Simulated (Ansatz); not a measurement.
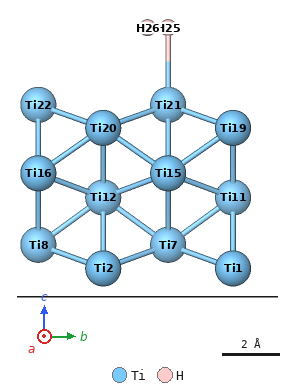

Starting structure of a slab of composition Ti$_{12}$H (cut from the P6_3/mmc phase). A ball-and-stick model of the cell of the calculation, outlined in the plane, without the vacuum (origin shifted), seen along the a axis.

Case: 1 H2 a cell, flat, over a top Ti site. The slab is the (1 0 0) face of Ti with H2 on it. 12 atoms are held fixed.

Theory: DFT PBE+D3(BJ), scalar-relativistic, plane waves, PAW in Ansatz.

The input:
```yaml
crystal:
  lattice:
    - [5.772929951, 0.0, 0.0]
    - [0.0, 9.1481646307, 0.0]
    - [0.0, 0.0, 23.8327546571]
  atoms:
    - { symbol: Ti, position: [0.5, 0.375, 0.3356724859] }
    - { symbol: Ti, position: [0.5, 0.875, 0.3356724859] }
    - { symbol: Ti, position: [0.0, 0.375, 0.3356724859] }
    - { symbol: Ti, position: [0.0, 0.875, 0.3356724859] }
    - { symbol: Ti, position: [0.75, 0.125, 0.3706349011] }
    - { symbol: Ti, position: [0.75, 0.625, 0.3706349011] }
    - { symbol: Ti, position: [0.25, 0.125, 0.3706349011] }
    - { symbol: Ti, position: [0.25, 0.625, 0.3706349011] }
    - { symbol: Ti, position: [0.75, 0.375, 0.4405597316] }
    - { symbol: Ti, position: [0.75, 0.875, 0.4405597316] }
    - { symbol: Ti, position: [0.25, 0.375, 0.4405597316] }
    - { symbol: Ti, position: [0.25, 0.875, 0.4405597316] }
    - { symbol: Ti, position: [0.0, 0.125, 0.476350761] }
    - { symbol: Ti, position: [0.0, 0.625, 0.476350761] }
    - { symbol: Ti, position: [0.5, 0.125, 0.476350761] }
    - { symbol: Ti, position: [0.5, 0.625, 0.476350761] }
    - { symbol: Ti, position: [0.0, 0.375, 0.5434323999] }
    - { symbol: Ti, position: [0.0, 0.875, 0.5434323999] }
    - { symbol: Ti, position: [0.5, 0.375, 0.5434323999] }
    - { symbol: Ti, position: [0.5, 0.875, 0.5434323999] }
    - { symbol: Ti, position: [0.25, 0.125, 0.5775606487] }
    - { symbol: Ti, position: [0.25, 0.625, 0.5775606487] }
    - { symbol: Ti, position: [0.75, 0.125, 0.5775606487] }
    - { symbol: Ti, position: [0.75, 0.625, 0.5775606487] }
    - { symbol: H, position: [0.25, 0.125, 0.6916892938] }
    - { symbol: H, position: [0.2180557631, 0.0455335379, 0.6916892938] }
basis:
  ecutwfc: 420
kpoints:
  mp_grid: { grid: [3, 2, 1] }
hamiltonian:
  xc: pbe
  dispersion: d3bj
scf:
  occupations: { method: gaussian, width: 0.1 }
output:
  forces: true
  eigenvalues: true
  write_density: true
  write_potential: true
  elf: true
  volumetric_format: npy
relax:
  adjacent_minimum: "off"
  f_tol: 0.04
  max_steps: 100
  constraints: [{ sites: [0, 1, 2, 3, 4, 5, 6, 7, 8, 9, 10, 11] }]
efield:
  axis: 3
  dipole_correction: true
  ramp_width: 0.04
```

Command:
```bash
ansatz run input.yaml --threads 4 --pin off --max-ram 10240MiB --backend cpu --events-out ev --progress --plain --runs-dir out
```

### Predict the outcome.

H26 moves most: 1.18 Å at 40° to the normal (−c side). Largest moves by element: H 1.18 Å, Ti 0.09 Å. The lattice vectors keep their values. Some distances before and after: Ti21–H26 2.822 → 1.923 Å, Ti21–H25 2.720 → 1.924 Å, Ti13–Ti23 2.811 → 2.927 Å, H25–H26 0.750 → 0.846 Å. New bonds form: Ti21–H26 (2.82 → 1.92 Å). After 10 geometry steps the energy has fallen by 0.396 eV per cell of the calculation. The largest force component goes from 0.37 to 0.039 eV/Å. The run took 4.8 min on 4 threads of Intel(R) Xeon(R) 6975P-C (Granite Rapids) (shared host), peak memory 3.3 GiB.

The end point in the same view:

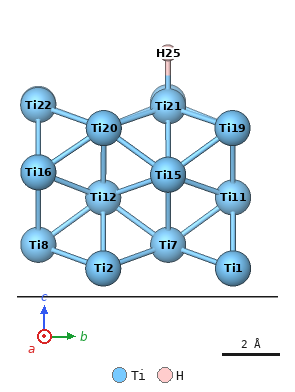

Limits of the set-up: the periodic images lie only 5.8 Å apart, so the values are limited by the cell's size.
